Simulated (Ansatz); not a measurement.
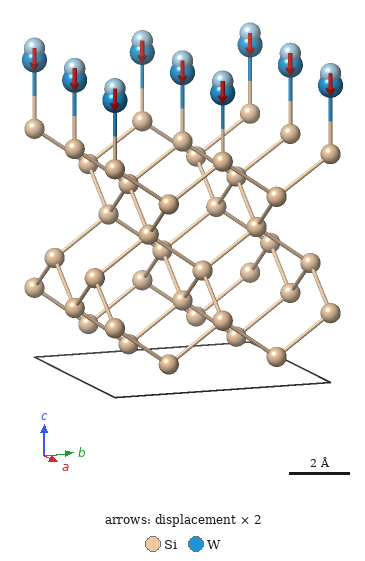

A constrained relaxation of a slab of composition Si6W (cut from the Fd-3m phase). The starting structure is drawn faded, the final one solid; red arrows show the displacements, 2 times their true length.

A ball-and-stick model of the 2 × 2 repeat of the cell, outlined in the plane, without the vacuum, seen slightly off an axis.

Case: W put at a top Si site. The slab is the (1 0 0) face of Si with W on it. 3 atoms are held fixed.

These are results of Ansatz 0.2.0, DFT PBEsol, scalar-relativistic, plane waves, PAW, not measurements.

The input:
```yaml
crystal:
  lattice:
    - [3.8417168269, 0.0, 0.0]
    - [0.0, 3.8417168269, 0.0]
    - [0.0, 0.0, 25.7912600493]
  atoms:
    - { symbol: Si, position: [0.0, 0.5, 0.3295690084] }
    - { symbol: Si, position: [0.0, 0.0, 0.3822322752] }
    - { symbol: Si, position: [0.5, 0.0, 0.4348955421] }
    - { symbol: Si, position: [0.5, 0.5, 0.4872505138] }
    - { symbol: Si, position: [0.0, 0.5, 0.5400001627] }
    - { symbol: Si, position: [0.0, 0.0, 0.5916358922] }
    - { symbol: W, position: [0.0, 0.0, 0.6978734313], spin: 4.0 }
basis:
  ecutwfc: 420
kpoints:
  mp_grid: { grid: [8, 8, 1] }
hamiltonian:
  xc: pbesol
scf:
  occupations: { method: gaussian, width: 0.05 }
output:
  forces: true
  eigenvalues: true
  populations: true
  write_density: true
  write_potential: true
  elf: true
  volumetric_format: npy
magnetization:
  spin_polarized: true
relax:
  adjacent_minimum: "off"
  f_tol: 0.03
  max_steps: 70
  constraints: [{ sites: [0, 1, 2] }]
efield:
  axis: 3
  dipole_correction: true
  ramp_width: 0.04
```

Run as
```bash
ansatz run input.yaml --threads 1 --pin off --max-ram 2560MiB --backend cpu --events-out ev --progress --plain --runs-dir out
```

### Which element moves most?

Tungsten: up to 0.40 Å, against 0.01 Å for silicon.

### What happened in the run?

The largest move is that of W7, 0.40 Å along the normal (−c). By element the largest moves are W 0.40 Å, Si 0.01 Å. The cell stays as it was. Among the contacts that change: Si6–W7 2.740 → 2.337 Å, Si4–Si5 2.354 → 2.361 Å, Si5–Si6 2.337 → 2.332 Å. After 4 accepted moves (5 points after the start) the energy has fallen by 0.575 eV per cell of the calculation. The largest force component goes from 2.1 to 0.012 eV/Å. 1 step only repeated the SCF at the same geometry. The run took 5.3 min on 1 thread of Arm Neoverse V2 (shared host), peak memory 0.8 GiB.

Limits of the set-up: the periodic images lie only 3.8 Å apart, so the values are limited by the cell's size.
